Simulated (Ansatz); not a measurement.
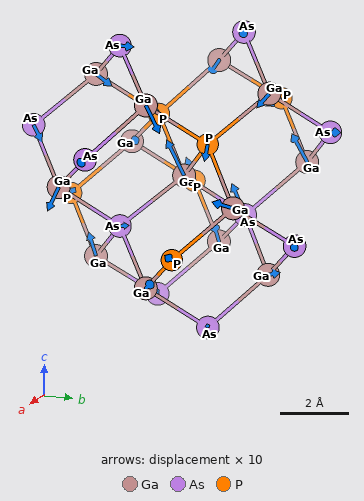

A relaxation of a crystal of Ga$_{32}$As$_{22}$P$_{10}$ (a generated structure, set up in P1). The starting structure is drawn; blue arrows show the displacements, magnified 10 times.

Style: ball-and-stick. Shown: the atoms within 5.0 Å of the atom that moves most (axes of the cell of the calculation), slightly off an axis.

The calculation used DFT, PBEsol, PAW, plane waves (Ansatz). (plane-wave cutoff 420 eV; k-point mesh 1 × 1 × 1; mesh shifted by (0.5, 0.5, 0.5); no spin polarisation; cell relaxed at fixed shape; force threshold 0.03 eV/Å; at most 80 steps)

Question: What happened in the run?

Answer: The atom that moves furthest relative to the cell is a Ga atom (0.12 Å roughly along [0 −1 2]). By element the largest moves are Ga 0.12 Å, As 0.11 Å, P 0.08 Å. The volume changes by +0.3 %, with a = b = c 11.183 → 11.194 Å (+0.1 %). Some distances before and after: Ga–P 2.477 → 2.369 Å, As–Ga 2.358 → 2.446 Å, Ga–P 2.472 → 2.390 Å, Ga–P 2.442 → 2.369 Å. Bond angles that change, for instance: P–Ga–P 108.0° → 113.2°, Ga–P–Ga 105.9° → 111.0°, As–Ga–As 110.7° → 107.5°. The space group stays P1 (No. 1). Over 3 geometry steps the energy falls by 0.987 eV per cell of the calculation. The largest force component goes from 1 to 0.017 eV/Å. The pressure goes from 0.43 to −0.01 GPa. The run took 6.2 s on 1 × NVIDIA GB300 with 8 threads of Arm Neoverse-V2, peak memory 2.2 GiB.
